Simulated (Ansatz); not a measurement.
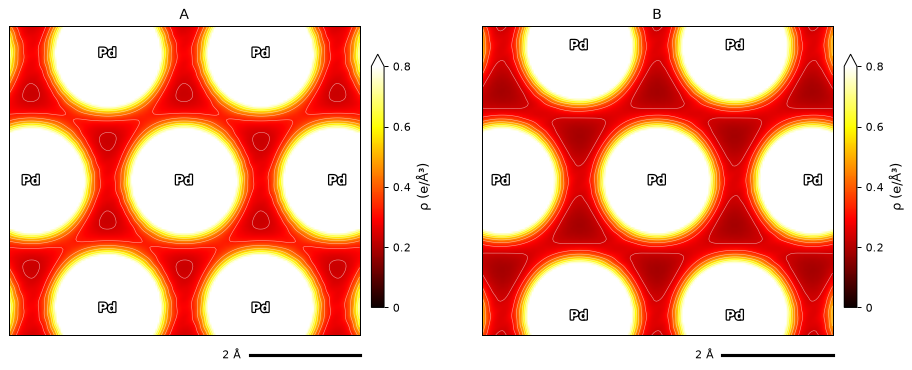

Pd. The valence pseudo-density of two cells that differ in size and shape, on the (100) plane of each (indices in the axes of the calculation cell), at one length scale and on one colour scale; one has 14.3 and the other 16.1 Å³ an atom.

These are results of Ansatz, DFT PBE, scalar-relativistic, plane waves, PAW, not measurements.

In a PAW calculation such maps are meaningful between the atoms, not at the nuclei.

> Which panel shows the smaller cell, and what does the compression change?

Panel A is the smaller cell, by 11 % in volume. From the larger cell to the smaller, Pd–Pd goes from 2.83 to 2.70 Å, and the density at its midpoint from 0.25 to 0.32 e/Å³; the pressure goes from −7 to 14 GPa.
